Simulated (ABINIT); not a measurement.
Run report: WSi2, single-point calculation

The run: single-point calculation of WSi2 (3 atoms in the cell). Method and program: Kohn-Sham DFT of a periodic cell, LDA, PseudoDojo NC SR LDA v0.4.1 standard, no spin polarisation (ABINIT 10.8.3).

The structure derives from an entry of the Crystallography Open Database.

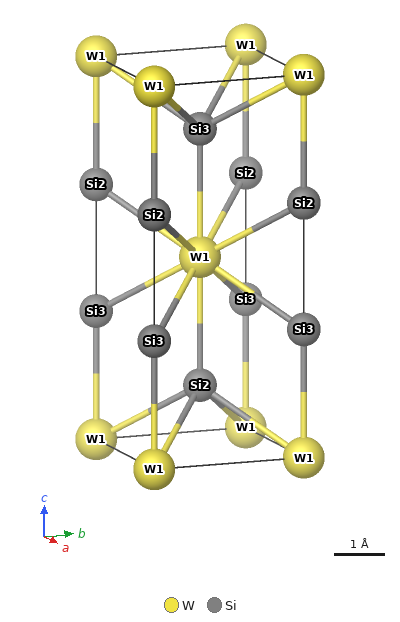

*The structure as given in the input (ball-and-stick view of the cell 2 times as large as that of the calculation, set on its symmetry axes, seen slightly off an axis; atoms are numbered from 1 in the order of the input).*

Input file:
```
# Pseudopotentials
pp_dirpath "./"
pseudos "W.upf, Si.upf"

# Structure
acell 3*1.0 Angstrom
rprim
    -1.6069000000     1.6069000000     3.9149500000
     1.6069000000    -1.6069000000     3.9149500000
     1.6069000000     1.6069000000    -3.9149500000
ntypat 2
znucl 74 14
natom 3
typat 1 2 2
xred
     0.0000000000     0.0000000000     0.0000000000
     0.6653000000     0.6653000000     0.0000000000
     0.3347000000     0.3347000000     0.0000000000

# Plane-wave basis
ecut 30.0

# k points
kptopt 1
ngkpt 9 9 9
nshiftk 1
shiftk 0.0 0.0 0.0

# Exchange and correlation
ixc 7

# Bands and occupations
nband 15
occopt 3
tsmear 0.05 eV

# SCF cycle
nstep 100
tolvrs 1.0e-10

# Output
iomode 3
prtwf 0
prtden 0
prteig 0
prtebands 0
enunit 1
```

Hardware: 1 thread of Arm Neoverse V1, 24 GiB of memory available, shared host.

Launch command:
```bash
abinit run.abi > log 2>&1
```

The program's output:
```
.Version 10.8.3 of ABINIT
 Symmetries : space group I4/m m m (#139); Bravais tI (body-center tetrag.)
================================================================================
 Values of the parameters that define the memory need of the present run
     intxc =       0    ionmov =       0      iscf =       7    lmnmax =       8
     lnmax =       8     mgfft =      45  mpssoang =       4    mqgrid =    3001
     natom =       3  nloc_mem =       1    nspden =       1   nspinor =       1
    nsppol =       1      nsym =      16    n1xccc =    2501    ntypat =       2
    occopt =       3   xclevel =       1
       mpw =        2169          nfft =       91125          nkpt =          75
================================================================================
================================================================================

--------------------------------------------------------------------------------
------------- Echo of variables that govern the present computation ------------
--------------------------------------------------------------------------------
 -outvars: echo values of preprocessed input variables --------
            acell      1.8897261259E+00  1.8897261259E+00  1.8897261259E+00 Bohr
              amu      1.83850000E+02  2.80855000E+01
             ecut      3.00000000E+01 Hartree
           enunit           1
                       outvar_i_n : Printing only first  50 k-points.
              ixc           7
                       outvar_i_n : Printing only first  50 k-points.
         kptrlatt        9    0    0      0    9    0      0    0    9
          kptrlen      5.46588164E+01
            natom           3
            nband          15
            ngfft          45      45      45
             nkpt          75
            nstep         100
             nsym          16
           ntypat           2
                       prtocc : prtvol=0, do not print more k-points.
           occopt           3
           prtden           0
        prtebands           0
           prteig           0
            prtwf           0
            rprim     -1.6069000000E+00  1.6069000000E+00  3.9149500000E+00
                       1.6069000000E+00 -1.6069000000E+00  3.9149500000E+00
                       1.6069000000E+00  1.6069000000E+00 -3.9149500000E+00
          spgroup         139
           tolvrs      1.00000000E-10
           tsmear      1.83746611E-03 Hartree
            typat      1  2  2
                       outvars : Printing only first  50 k-points.
           xangst      0.0000000000E+00  0.0000000000E+00  0.0000000000E+00
                      -3.8735518488E-17 -5.8426343193E-17  5.2092324700E+00
                      -3.4285571006E-17 -1.4594746301E-17  2.6206675300E+00
            xcart      0.0000000000E+00  0.0000000000E+00  0.0000000000E+00
                      -7.3199521287E-17 -1.1040978717E-16  9.8440226945E+00
                      -6.4790339272E-17 -2.7580073386E-17  4.9523438988E+00
             xred      0.0000000000E+00  0.0000000000E+00  0.0000000000E+00
                       6.6530000000E-01  6.6530000000E-01 -3.0232703243E-17
                       3.3470000000E-01  3.3470000000E-01 -1.5209508155E-17
            znucl       74.00000   14.00000

================================================================================

 chkinp: Checking input parameters for consistency.

================================================================================
== DATASET  1 ==================================================================

--- !DatasetInfo
iteration_state: {dtset: 1, }
dimensions: {natom: 3, nkpt: 75, mband: 15, nsppol: 1, nspinor: 1, nspden: 1, mpw: 2169, }
cutoff_energies: {ecut:  30.0, pawecutdg:  -1.0, }
electrons: {nelect:   2.20000000E+01, charge:   0.00000000E+00, occopt:   3.00000000E+00, tsmear:   1.83746611E-03, }
meta: {optdriver: 0, ionmov: 0, optcell: 0, iscf: 7, paral_kgb: 0, }
...

 Exchange-correlation functional for the present dataset will be:
  LDA: Perdew-Wang 92 LSD fit to Ceperley-Alder data - ixc=7
  J.P.Perdew and Y.Wang, PRB 45, 13244 (1992)

 Real(R)+Recip(G) space primitive vectors, cartesian coordinates (Bohr,Bohr^-1):
 R(1)= -3.0366009  3.0366009  7.3981833  G(1)=  0.0000000  0.1646578  0.0675842
 R(2)=  3.0366009 -3.0366009  7.3981833  G(2)=  0.1646578  0.0000000  0.0675842
 R(3)=  3.0366009  3.0366009 -7.3981833  G(3)=  0.1646578  0.1646578  0.0000000
 Unit cell volume ucvol=  2.7287297E+02 bohr^3
 Angles (23,13,12)=  1.38415317E+02  1.38415317E+02  6.02675125E+01 degrees

 getcut: wavevector=  0.0000  0.0000  0.0000  ngfft=  45  45  45
         ecut(hartree)=     30.000   => boxcut(ratio)=   2.08831

--- Pseudopotential description ------------------------------------------------
- pspini: atom type   1  psp file is ./W.upf
12 -1012 3 -1 1380                            pspcod,pspxc,lmax,lloc,mmax
     nproj     2     2     2     2

- pspini: atom type   2  psp file is ./Si.upf
12 -1012 2 -1 1510                            pspcod,pspxc,lmax,lloc,mmax
     nproj     2     2     2     0

   5.41555377E+02                                ecore*ucvol(ha*bohr**3)
--------------------------------------------------------------------------------

================================================================================

--- !BeginCycle
iteration_state: {dtset: 1, }
solver: {iscf: 7, nstep: 100, nline: 4, wfoptalg: 0, }
tolerances: {tolvrs: 1.00E-10, }
...

     iter   Etot(hartree)      deltaE(h)  residm     vres2
 ETOT  1  -84.462111396114    -8.446E+01 7.043E-02 2.556E+01
 ETOT  2  -84.492877531234    -3.077E-02 2.076E-02 4.270E+01
 ETOT  3  -84.497033424926    -4.156E-03 7.780E-03 6.633E-01
 ETOT  4  -84.497100496250    -6.707E-05 4.269E-03 2.831E-03
 ETOT  5  -84.497100873667    -3.774E-07 2.751E-03 1.760E-04
 ETOT  6  -84.497100891880    -1.821E-08 1.294E-03 4.841E-07
 ETOT  7  -84.497100891958    -7.809E-11 1.185E-03 4.711E-08
 ETOT  8  -84.497100891960    -2.146E-12 6.149E-04 5.105E-10
 ETOT  9  -84.497100891958     2.316E-12 3.992E-04 6.903E-12

 At SCF step    9       vres2   =  6.90E-12 < tolvrs=  1.00E-10 =>converged.

 Cartesian components of stress tensor (hartree/bohr^3)
  sigma(1 1)=  2.10771822E-04  sigma(3 2)=  0.00000000E+00
  sigma(2 2)=  2.10771822E-04  sigma(3 1)=  0.00000000E+00
  sigma(3 3)=  2.30310792E-04  sigma(2 1)=  0.00000000E+00

--- !ResultsGS
iteration_state: {dtset: 1, }
comment   : Summary of ground state results
lattice_vectors:
- [ -3.0366009,   3.0366009,   7.3981833, ]
- [  3.0366009,  -3.0366009,   7.3981833, ]
- [  3.0366009,   3.0366009,  -7.3981833, ]
lattice_lengths: [   8.55424,    8.55424,    8.55424, ]
lattice_angles: [138.415, 138.415,  60.268, ] # degrees, (23, 13, 12)
lattice_volume:   2.7287297E+02
convergence: {deltae:  2.316E-12, res2:  6.903E-12, residm:  3.992E-04, diffor: null, }
etotal    :  -8.44971009E+01
entropy   :   0.00000000E+00
fermie    :   5.10534962E-01
cartesian_stress_tensor: # hartree/bohr^3
- [  2.10771822E-04,   0.00000000E+00,   0.00000000E+00, ]
- [  0.00000000E+00,   2.10771822E-04,   0.00000000E+00, ]
- [  0.00000000E+00,   0.00000000E+00,   2.30310792E-04, ]
pressure_GPa:  -6.3927E+00
xred      :
- [  0.0000E+00,   0.0000E+00,   0.0000E+00,  W]
- [  6.6530E-01,   6.6530E-01,  -3.0233E-17, Si]
- [  3.3470E-01,   3.3470E-01,  -1.5210E-17, Si]
cartesian_forces: # hartree/bohr
- [ -1.44560290E-19,   1.44560290E-19,  -8.53032020E-31, ]
- [  1.63635186E-19,  -4.14605972E-19,  -1.72302619E-03, ]
- [ -1.90748966E-20,   2.70045683E-19,   1.72302619E-03, ]
force_length_stats: {min:   2.04439122E-19, max:   1.72302619E-03, mean:   1.14868413E-03, }
...

 Integrated electronic density in atomic spheres:
 ------------------------------------------------
 Atom  Sphere_radius  Integrated_density
    1        2.00000         10.27486931
    2        2.00000          1.81034600
    3        2.00000          1.81034600
================================================================================

 ----iterations are completed or convergence reached----

 Mean square residual over all n,k,spin=   23.371E-07; max=  39.924E-05
 reduced coordinates (array xred) for    3 atoms
       0.000000000000      0.000000000000      0.000000000000
       0.665300000000      0.665300000000     -0.000000000000
       0.334700000000      0.334700000000     -0.000000000000
 rms dE/dt=  1.0408E-02; max dE/dt=  1.2747E-02; dE/dt below (all hartree)
    1       0.000000000000      0.000000000000      0.000000000000
    2       0.012747263603      0.012747263603     -0.012747263603
    3      -0.012747263603     -0.012747263603      0.012747263603

 cartesian coordinates (angstrom) at end:
    1      0.00000000000000     0.00000000000000     0.00000000000000
    2     -0.00000000000000    -0.00000000000000     5.20923247000000
    3     -0.00000000000000    -0.00000000000000     2.62066753000000

 cartesian forces (hartree/bohr) at end:
    1     -0.00000000000000     0.00000000000000    -0.00000000000000
    2      0.00000000000000    -0.00000000000000    -0.00172302619336
    3     -0.00000000000000     0.00000000000000     0.00172302619336
 frms,max,avg= 8.1224234E-04 1.7230262E-03   0.000E+00  0.000E+00  0.000E+00 h/b

 cartesian forces (eV/Angstrom) at end:
    1     -0.00000000000000     0.00000000000000    -0.00000000000000
    2      0.00000000000000    -0.00000000000000    -0.08860156923829
    3     -0.00000000000000     0.00000000000000     0.08860156923829
 frms,max,avg= 4.1767180E-02 8.8601569E-02   0.000E+00  0.000E+00  0.000E+00 e/A
 length scales=  1.889726125908  1.889726125908  1.889726125908 bohr
              =  1.000000000000  1.000000000000  1.000000000000 angstroms
 Fermi (or HOMO) energy (eV) =  13.89236   Average Vxc (eV)= -12.69544
 Eigenvalues (   eV  ) for nkpt=  75  k points:
 kpt#   1, nband= 15, wtk=  0.00137, kpt=  0.0000  0.0000  0.0000 (reduced coord)
 -59.87947  -24.12895  -24.09511  -24.09511   -0.04501    7.15617   10.24913   10.63747
  11.13894   11.13894   14.57100   16.68102   17.01241   17.06547   17.06547
 prteigrs : prtvol=0 or 1, do not print more k-points.

--- !EnergyTerms
iteration_state     : {dtset: 1, }
comment             : Components of total free energy in Hartree
kinetic             :  2.38181562005252E+01
hartree             :  1.38259554177667E+01
xc                  : -1.97660232856267E+01
Ewald energy        : -6.26385810867903E+01
psp_core            :  1.98464281956818E+00
local_psp           : -5.56508175705369E+01
non_local_psp       :  1.39296731342215E+01
internal            : -8.44969943708723E+01
'-kT*entropy'       : -1.06521085683324E-04
total_energy        : -8.44971008919580E+01
total_energy_eV     : -2.29928324903669E+03
band_energy         : -5.18492525687045E+00
...

 Cartesian components of stress tensor (hartree/bohr^3)
  sigma(1 1)=  2.10771822E-04  sigma(3 2)=  0.00000000E+00
  sigma(2 2)=  2.10771822E-04  sigma(3 1)=  0.00000000E+00
  sigma(3 3)=  2.30310792E-04  sigma(2 1)=  0.00000000E+00

-Cartesian components of stress tensor (GPa)         [Pressure= -6.3927E+00 GPa]
- sigma(1 1)=  6.20112108E+00  sigma(3 2)=  0.00000000E+00
- sigma(2 2)=  6.20112108E+00  sigma(3 1)=  0.00000000E+00
- sigma(3 3)=  6.77597744E+00  sigma(2 1)=  0.00000000E+00

== END DATASET(S) ==============================================================
================================================================================

 -outvars: echo values of variables after computation  --------
            acell      1.8897261259E+00  1.8897261259E+00  1.8897261259E+00 Bohr
           etotal     -8.4497100892E+01
            fcart     -1.4456028967E-19  1.4456028966E-19 -8.5303201999E-31
                       1.6363518628E-19 -4.1460597238E-19 -1.7230261934E-03
                      -1.9074896611E-20  2.7004568272E-19  1.7230261934E-03
            rprim     -1.6069000000E+00  1.6069000000E+00  3.9149500000E+00
                       1.6069000000E+00 -1.6069000000E+00  3.9149500000E+00
                       1.6069000000E+00  1.6069000000E+00 -3.9149500000E+00
           strten      2.1077182155E-04  2.1077182155E-04  2.3031079202E-04
                       0.0000000000E+00  0.0000000000E+00  0.0000000000E+00
           xangst      0.0000000000E+00  0.0000000000E+00  0.0000000000E+00
                      -3.8735518488E-17 -5.8426343193E-17  5.2092324700E+00
                      -3.4285571006E-17 -1.4594746301E-17  2.6206675300E+00
             xred      0.0000000000E+00  0.0000000000E+00  0.0000000000E+00
                       6.6530000000E-01  6.6530000000E-01 -3.0232703243E-17
                       3.3470000000E-01  3.3470000000E-01 -1.5209508155E-17
 Calculation completed.
```

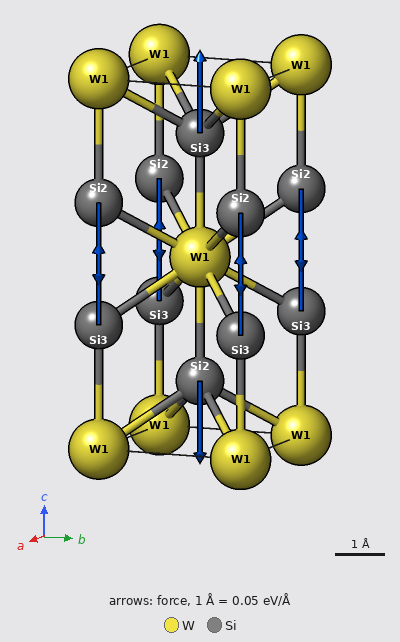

*Forces on the atoms as blue arrows (ball-and-stick view of the cell 2 times as large as that of the calculation, set on its symmetry axes, seen slightly off an axis; atoms are numbered from 1 in the order of the input).*

The largest act on Si2, Si3 (0.09 eV/Å). The geometry is not a stationary point of this energy.

Summary:

```json
{"quantity": "outcome", "value": "converged"}
{"quantity": "space group (tolerance 0.01 Å)", "value": "I4/mmm (139)"}
{"quantity": "electrons treated", "value": "22"}
{"quantity": "free energy", "value": "−2299.2832 eV"}
{"quantity": "Fermi energy", "value": "13.892 eV"}
{"quantity": "gap on the k-point mesh", "value": "none (metallic)"}
{"quantity": "pressure", "value": "−6.39 GPa"}
{"quantity": "largest force (length of the vector)", "value": "0.089 eV/Å"}
{"quantity": "wall time", "value": "2 min"}
{"quantity": "peak memory", "value": "0.11 GiB"}
```

Spin–orbit coupling is left out, which matters for W. The cell is under a tension of 6.4 GPa at this level, so it is not at its equilibrium volume.
